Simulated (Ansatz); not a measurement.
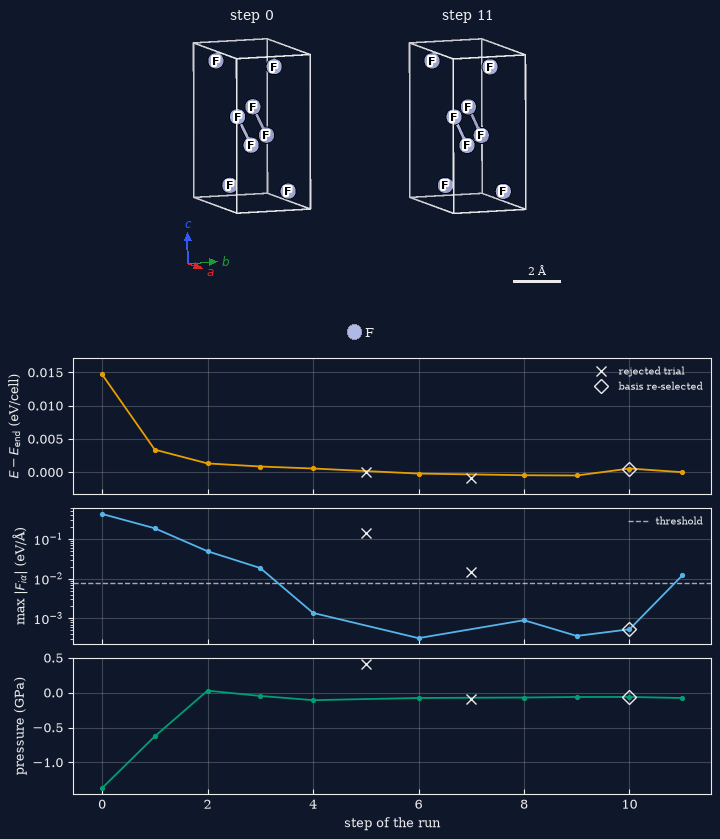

First and last geometry of a relaxation of a crystal of F (set up in C2/c), with the history of the run. The picture is a ball-and-stick view of the cell of the calculation, seen slightly off an axis.

Case: uniaxial strain along c of +2.0 %; a, b and atoms relaxed.

All numbers below come from Ansatz 0.2.0, DFT r2SCAN, scalar-relativistic, plane waves, PAW. Set-up: plane-wave cutoff 500 eV; k-point mesh 6 × 8 × 4; occupations gaussian; smearing width 0.02 eV; no spin polarisation; cell relaxed at fixed c, angles; force threshold 0.008 eV/Å; at most 40 steps.

> What do the curves and the structures tell?

The run was cut off at its time limit before the relaxation converged, so the last structure is only a point on the way. After 8 accepted moves (11 points after the start) the energy has fallen by 14.7 meV per cell of the calculation. The largest force component goes from 0.43 to 0.012 eV/Å. Pressure: −1.37 GPa at the start and −0.08 GPa at the end. The line search rejected the trial steps at points 5, 7 of the run. At 1 point the geometry stayed and the basis and grid were re-selected for the new cell (energy shift of 1.0 meV per cell of the calculation at most each time). The largest moves relative to the cell, 0.009 Å, are those of F atoms. The drawn cell changes as follows: a 5.062 → 5.144 Å (+1.6 %), b 3.394 → 3.331 Å (−1.9 %), c unchanged at 6.696 Å; the volume changes by −0.3 %. Among the contacts that change: F–F 1.414 → 1.400 Å. The space group stays C2/c (No. 15). Cost: 5.3 min on 1 thread of Intel(R) Xeon(R) Platinum 8259CL CPU @ 2.50GHz (Skylake/Cascade Lake), with other jobs on the host, peak memory 0.81 GiB.

Limits of the set-up: layers or molecules are held without a dispersion correction, so their spacing is unreliable.
